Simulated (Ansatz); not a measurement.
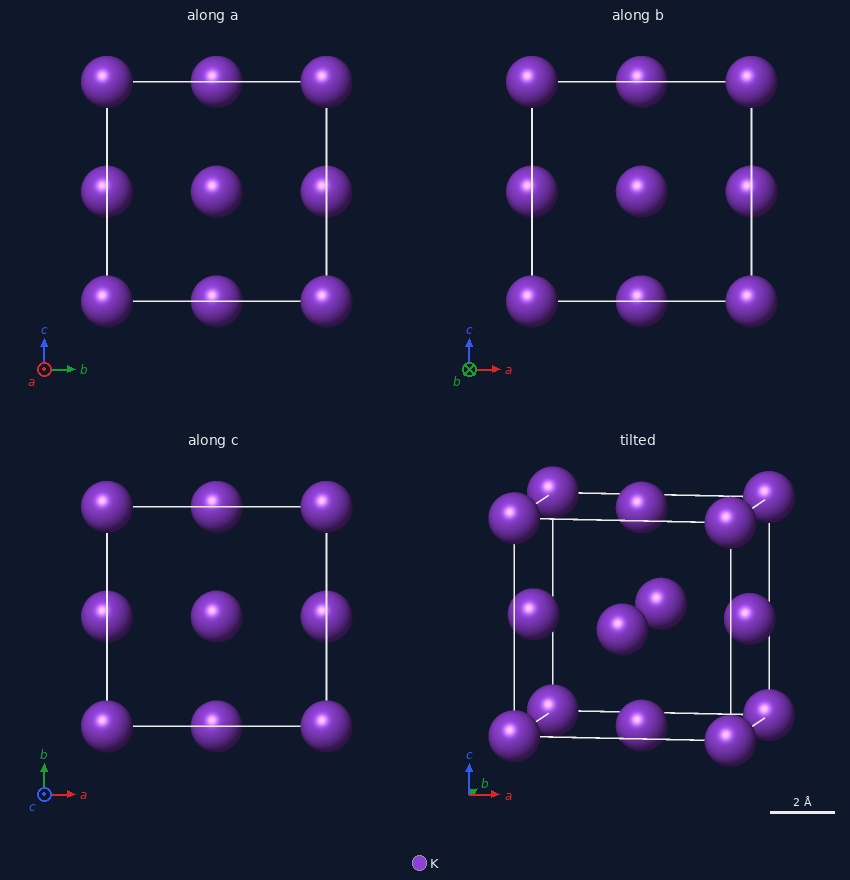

This spheres-only model is shown along the a axis, along the b axis, along the c axis and slightly off an axis. The conventional unit cell is outlined; an atom on or near a face, edge or corner is repeated at each equivalent position.

Lattice parameters: a = 6.8713 Å, b = 6.8713 Å, c = 6.8713 Å, α = 90.000°, β = 90.000°, γ = 90.000°.

From the views, write a CIF with its space group and independent sites.

Answer.
```cif
data_structure
_symmetry_space_group_name_H-M 'F m -3 m'
_symmetry_Int_Tables_number 225
_cell_length_a 6.8713
_cell_length_b 6.8713
_cell_length_c 6.8713
_cell_angle_alpha 90.000
_cell_angle_beta 90.000
_cell_angle_gamma 90.000
_cell_volume 324.42
loop_
_atom_site_label
_atom_site_type_symbol
_atom_site_symmetry_multiplicity
_atom_site_Wyckoff_symbol
_atom_site_fract_x
_atom_site_fract_y
_atom_site_fract_z
_atom_site_occupancy
K1 K 4 a 0.0000 0.0000 0.0000 1
```

The initial geometry was a structure type filled with this element by a generator (whether the element takes this form wasn't checked). Earlier steps of the study may have refined or changed the cell and positions. It was run through Ansatz as a DFT input.
